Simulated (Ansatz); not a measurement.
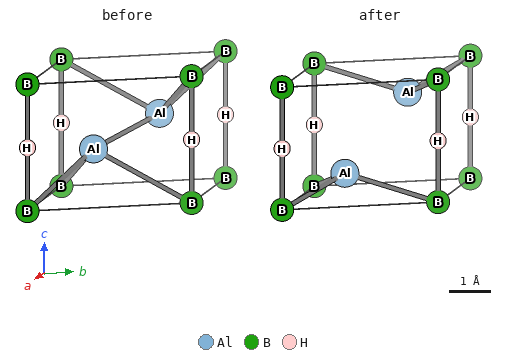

The structure of a crystal of Al2BH (a generated structure, set up in P-3m1) (coarse preliminary run) before (left) and after (right) a relaxation, at one scale.

The picture is a ball-and-stick view of the cell of the calculation, seen slightly off an axis.

Theory: Ansatz 0.2.0, DFT PBE, scalar-relativistic, plane waves, PAW. Set-up: plane-wave cutoff 420 eV; k-point mesh 6 × 6 × 6; occupations gaussian; smearing width 0.1 eV; no spin polarisation; cell and atoms relaxed; force threshold 0.04 eV/Å; at most 70 steps.

> Summarise the run.

Over 5 accepted moves (6 points after the start) the energy falls by 395 meV per atom. Largest force component: 1.3 eV/Å at the start, 0.019 eV/Å at the end. The pressure goes from −2.20 to 0.15 GPa. At 1 point the geometry stayed and the basis and grid were re-selected for the new cell (energy shift of 0.8 meV per atom at most each time). The largest moves relative to the cell, 0.58 Å, are those of Al atoms. H and B stay in place. Cell: a = b 4.235 → 4.024 Å (−5.0 %), c 3.130 → 3.029 Å (−3.2 %). Volume −12.6 %. Among the contacts that change: Al–Al 2.519 → 2.904 Å, Al–B 2.752 → 2.411 Å, B–H 1.565 → 1.515 Å. The space group stays P-3m1 (No. 164). Cost: 4.9 s on 1 thread of Intel(R) Xeon(R) 6975P-C (Granite Rapids), on a shared host, peak memory 0.38 GiB.
